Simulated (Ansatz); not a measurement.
```
Lu H O
1.0
     6.22563    0.00000    0.00000
    -3.11281    5.39155    0.00000
     0.00000    0.00000    3.46341
Lu H O
2 6 6
Direct
  0.66667 0.33333 0.75000
  0.33333 0.66667 0.25000
  0.86118 0.72291 0.25000
  0.27709 0.13826 0.25000
  0.13826 0.86118 0.75000
  0.86174 0.13882 0.25000
  0.72291 0.86174 0.75000
  0.13882 0.27709 0.75000
  0.91509 0.60105 0.25000
  0.39895 0.31405 0.25000
  0.31405 0.91509 0.75000
  0.68595 0.08491 0.25000
  0.60105 0.68595 0.75000
  0.08491 0.39895 0.75000
```

Space group P6₃/m; a structure from a database of computed crystals, not necessarily the ambient phase; not relaxed (largest force 0.5 eV/Å); computed pressure about −2 GPa in this cell.

The calculation used Ansatz 0.2.0, DFT, r2SCAN, plane-wave PAW, default files, scalar-relativistic.

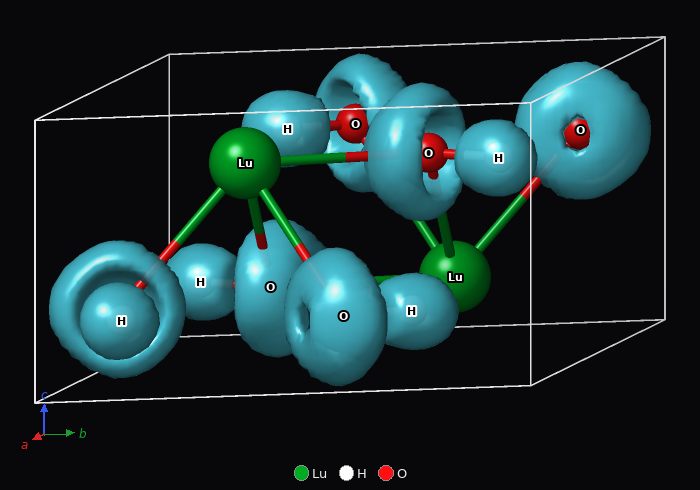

LuH₃O₃. Isosurface of the ELF at 0.8 (cyan), seen slightly off an axis. Core shells and regions of very low density are left out. Sticks mark near contacts.

Core electrons are frozen (PAW), and the valence fields are smoothed inside the atomic spheres.

**Identify the bonds, lone pairs and shells in this picture.**

The ELF exceeds this value in six regions around hydrogen nuclei and six regions wrapped around O (the valence shell of each), counted in one cell of 14 atoms. Any copies at cell faces, edges or corners count once. Along the contacts the grid gives the following. O–H (0.97 Å): the ELF climbs to about 0.95 towards the hydrogen, as it does in any bond to H (a covalent bond by its length). Lu–O (2.36 Å): the ELF is about 0.10 at the midpoint; no shared electron pair shows on this line.

**Does the calculation make it a metal, or give it a gap?**

It is gapped, with a Kohn–Sham gap of 4.2 eV on the k-point mesh (the band edges may lie off the mesh, which would make the gap smaller).
